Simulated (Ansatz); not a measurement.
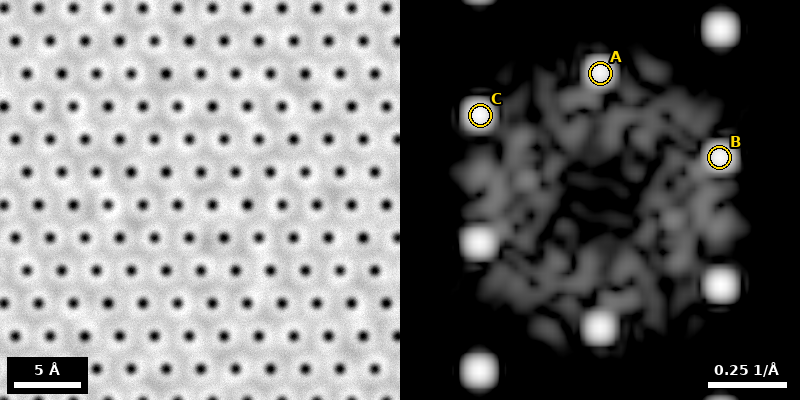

HRTEM-like image of a crystal. Simulated in the weak-phase-object approximation with neutral-atom potentials: 300 kV, Cs = 10 µm, defocus −53 Å (negative is underfocus), defocus spread 15 Å, aperture 1.62 1/Å. Shot noise and the speckle of an amorphous layer were added.

The right panel is the modulus of the image's Fourier transform on a logarithmic scale.

Q: Which lattice spacings do the marked spots stand for, and what angle do A and B enclose?

A: 2.5 Å, B: 2.5 Å, C: 2.1 Å; A and B enclose about 71°.

The crystal is As (Fm-3m, No. 225) along [110]; the spots are (1 -1 -1), (1 -1 1) and (0 0 -2). Model: a calculation's starting geometry; the starting structure was generated, so it need not be a known form of this composition.
